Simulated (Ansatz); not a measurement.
System: Nb.

The calculation's input:

```
crystal:
  lattice:
    - [0.0, 2.115, 2.115]
    - [2.115, 0.0, 2.115]
    - [2.115, 2.115, 0.0]
  atoms:
    - { symbol: Nb, position: [0.0, 0.0, 0.0] }
hamiltonian:
  xc: pbesol
  pseudopotentials: { kind: paw_fr }
magnetization:
  noncollinear: true
  spin_orbit: true
kpoints:
  mp_grid: { grid: [11, 11, 11] }
  band_path:
    path:
      - [[0.0, 0.0, 0.0], [0.5, 0.0, 0.5], [0.5, 0.25, 0.75], [0.375, 0.375, 0.75], [0.0, 0.0, 0.0], [0.5, 0.5, 0.5], [0.625, 0.25, 0.625], [0.5, 0.25, 0.75], [0.5, 0.5, 0.5], [0.375, 0.375, 0.75]]
      - [[0.625, 0.25, 0.625], [0.5, 0.0, 0.5]]
    npoints: 14
scf:
  occupations: { method: fermi_dirac, width: 0.05 }
  n_extra_bands: 6
output:
  forces: true
  stress: true
  eigenvalues: true
  fatbands: false
  write_density: true
  write_potential: true
  elf: true
  volumetric_format: npy
```

Run with:

```sh
ansatz run input.yaml --threads 2 --pin off --max-ram 5632MiB --backend cpu --events-out ev --progress --plain --runs-dir out
```

Below, planes, directions and counts refer to the conventional cell (a = 4.23 Å, b = 4.23 Å, c = 4.23 Å, α = 90.00°, β = 90.00°, γ = 90.00°).

Space group Fm-3m; computed pressure about −7 GPa in this cell.

Computed with Kohn-Sham DFT of a periodic cell, PBEsol, spin-orbit coupling, Ansatz PAW in Ansatz.

**Predict the valence pseudo-density and electron localisation function between the atoms.**

Nb–Nb (2.99 Å): the density is about 0.25 e/Å³ at the midpoint; the ELF is about 0.25 at the midpoint; no shared electron pair shows on this line.

**Does the calculation give a band gap?**

It is metallic or semimetallic at this level of theory: no gap opens.

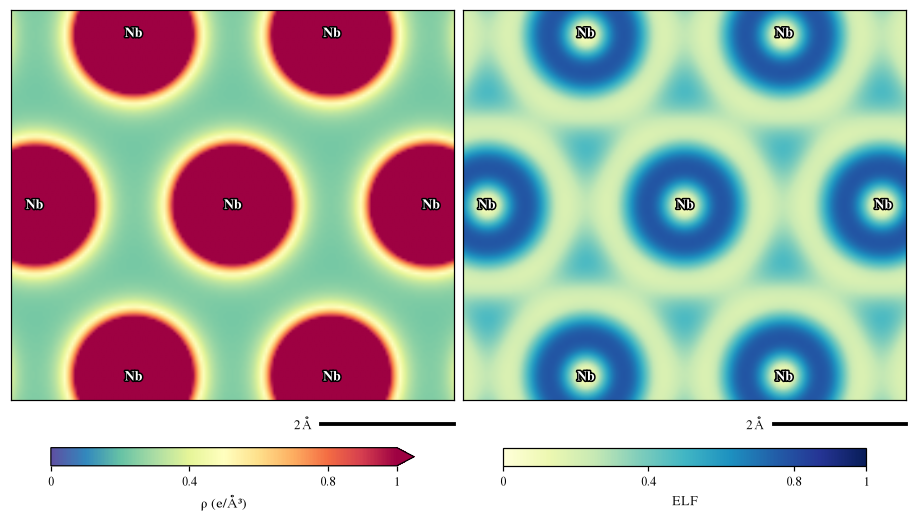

Computed valence pseudo-density and electron localisation function on the (111) plane of the conventional cell, in this order. 

In a PAW calculation such maps are meaningful between the atoms, not at the nuclei.
